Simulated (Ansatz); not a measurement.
# Calculations on SrCl2

**1. A change**

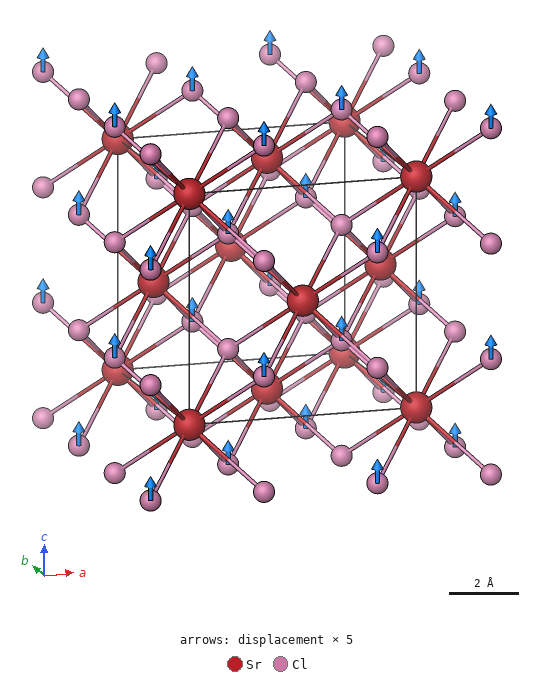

A symmetric starting cell of SrCl₂. The blue arrows show how the atoms are displaced, magnified 5 times. Style: ball-and-stick. Shown: the conventional cell (4 times the calculation's cell), slightly off an axis. Lengths and directions refer to the drawn axes.

All numbers below come from DFT PBE, scalar-relativistic, plane waves, PAW in Ansatz 0.2.0. Settings: plane-wave cutoff 420 eV; k-point mesh 6 × 6 × 6; occupations gaussian; smearing width 0.02 eV; no spin polarisation.

> Describe the change and its computed effect.

A single atom, Cl, is moved by 0.15 Å along +c. No relaxation follows. The starting cell wasn't computed here and needn't be at equilibrium, so pressure and forces aren't due to the change alone. The pressure is 1.3 GPa (not all of it need come from the change, since the unchanged cell can be under pressure at this level too). The principal stresses (compression positive) are 1.9 GPa along [1 1 0], 1.4 GPa along c, 0.5 GPa along [1 −1 0]. The largest force is 0.42 eV/Å, on a Cl atom. The forces mostly point back along the displacements (cosine −0.82). Among the bonded contacts that change: Cl–Sr 3.019 → 2.934 to 3.108 Å. The space group (tolerance 0.01 Å) goes from Fm-3m (No. 225) to Imm2 (No. 44).

**2. A change**

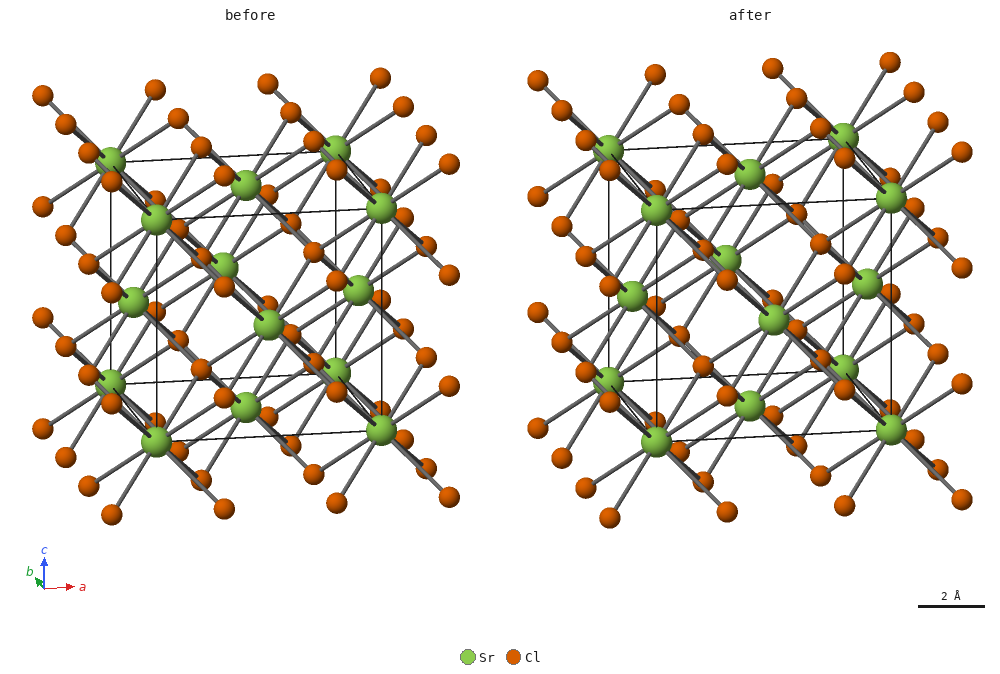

Left: a symmetric starting cell of SrCl₂. Right: the same structure after one change, at the same scale. Style: ball-and-stick. Shown: the conventional cell (4 times the calculation's cell), slightly off an axis. Lengths and directions refer to the drawn axes.

The calculation used DFT LDA, scalar-relativistic, plane waves, PAW (Ansatz 0.2.0). Set-up: plane-wave cutoff 420 eV; k-point mesh 6 × 6 × 6; occupations gaussian; smearing width 0.02 eV; no spin polarisation.

> Which change leads from the left to the right?

All lengths are scaled by +4.3 % (volume +13.6 %), the atoms keeping their fractional coordinates. No relaxation follows. The starting cell wasn't computed here and needn't be at equilibrium, so pressure and forces aren't due to the change alone.

> And its effect?

The pressure is −5.6 GPa (not all of it need come from the change, since the unchanged cell can be under pressure at this level too). All forces vanish by symmetry. Some distances before and after: Cl–Sr 3.019 → 3.149 Å. The space group stays Fm-3m (No. 225).

**3. Distortion**

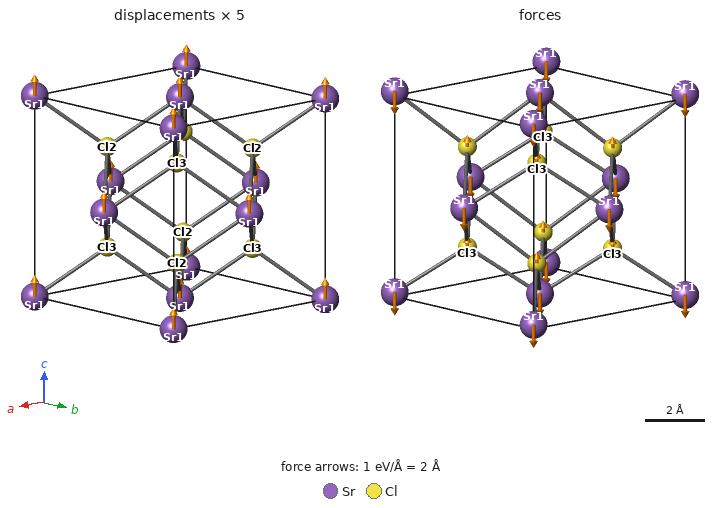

Left: a symmetric starting cell of SrCl2, with orange arrows for the displacements applied to it. Right: the displaced structure with the computed forces. The picture is a ball-and-stick view of the conventional cell (4 times the calculation's cell), seen from a free direction. Lengths and directions refer to the drawn axes.

Method: Ansatz 0.2.0, DFT PBE, scalar-relativistic, plane waves, PAW. Settings: plane-wave cutoff 420 eV; k-point mesh 6 × 6 × 6; occupations gaussian; smearing width 0.02 eV; no spin polarisation.

Question: How do the forces relate to the distortion?

Answer: A single atom, Sr1, is moved by 0.15 Å along +c. No relaxation follows. The starting cell wasn't computed here and needn't be at equilibrium, so pressure and forces aren't due to the change alone. The pressure is 1.4 GPa (not all of it need come from the change, since the unchanged cell can be under pressure at this level too). The largest force is 0.41 eV/Å, on Sr1, along −c. The forces mostly point back along the displacements (cosine −0.82). Among the bonded contacts that change: Cl–Sr 3.019 → 2.934 to 3.108 Å. The space group (tolerance 0.01 Å) goes from Fm-3m (No. 225) to I4mm (No. 107).

**4. Distortion**

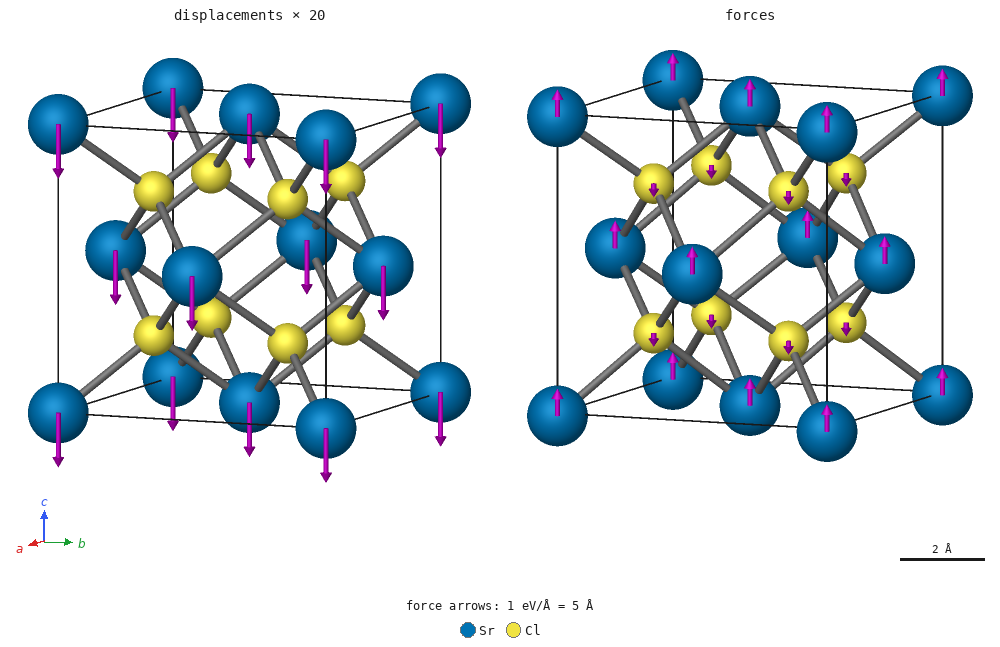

Left: a symmetric starting cell of SrCl₂, with purple arrows for the displacements applied to it (without the part that the change of the cell carries along). Right: the displaced structure with the computed forces. Besides, the cell is strained by +3.7 % along c and +0.7 % across it (volume +5.1 %). The picture is a ball-and-stick view of the conventional cell (4 times the calculation's cell), seen slightly off an axis. Lengths and directions refer to the drawn axes.

Level of theory: DFT PBE, scalar-relativistic, plane waves, PAW (Ansatz). Settings: plane-wave cutoff 420 eV; k-point mesh 6 × 6 × 6; occupations gaussian; smearing width 0.02 eV; no spin polarisation.

> Where do the forces point?

A single atom, Sr, is moved by 0.07 Å along −c. No relaxation follows. The starting cell wasn't computed here and needn't be at equilibrium, so pressure and forces aren't due to the change alone. The pressure is −0.6 GPa (not all of it need come from the change, since the unchanged cell can be under pressure at this level too). The principal stresses (compression positive) are −1.5 GPa along c and −0.1 GPa across it. The largest force is 0.13 eV/Å, on the Sr atom, along +c. The forces mostly point back along the displacements (cosine −0.82). Near-neighbour distances before and after: Cl–Sr 3.019 → 3.031 to 3.109 Å. The space group (tolerance 0.01 Å) goes from Fm-3m (No. 225) to I4mm (No. 107).
